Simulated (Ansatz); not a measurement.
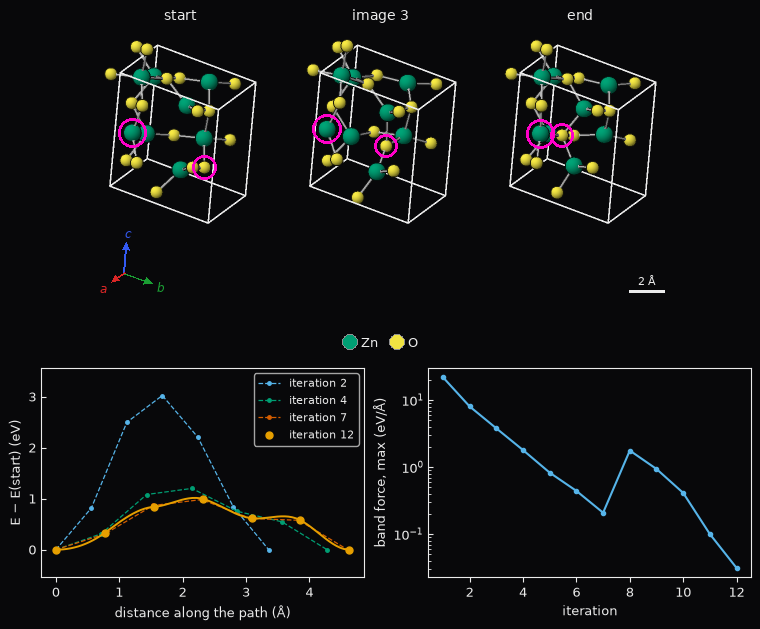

NEB run on a defect cell of composition Zn8O7 (cell charge +2) with an O vacancy (15 atoms in the cell). Images are numbered from 0 (start) to 6 (end). The plot follows the band through its iterations. Style: ball-and-stick. Shown: the reduced simulation cell (origin moved), slightly off an axis. The atoms that move most are ringed. Lengths and directions refer to the drawn axes. Bonds to atoms that aren't drawn are left out.

Theory: Ansatz, DFT PBE, scalar-relativistic, plane waves, PAW. Set-up: plane-wave cutoff 420 eV; k-point mesh 4 × 4 × 4; Gaussian smearing 0.05 eV; 5 movable images; no climbing image; force threshold 0.05 eV/Å; iteration limit 60.

Question: Did the band converge, and can the barrier be trusted?

Answer: The run is converged, with reservations. The band converged in 12 iterations. The largest component of the band force went from 22 to 0.031 eV/Å. No image climbed, so the highest image needn't lie on the saddle point, and the true maximum along this path can be higher. The first iteration put the highest image at 7.01 eV. The barrier is about 1.00 eV in both directions, with image 3 at the top; the ends have the same energy.

Limits of the set-up: the periodic images lie only 6.2 Å apart, so the values are limited by the cell's size; the cell is charged, on a uniform background, and energies carry no finite-size correction.

The run took 17 min on 4 threads of Intel(R) Xeon(R) Platinum 8259CL CPU @ 2.50GHz (Skylake/Cascade Lake), on a shared host, peak memory 2.5 GiB.
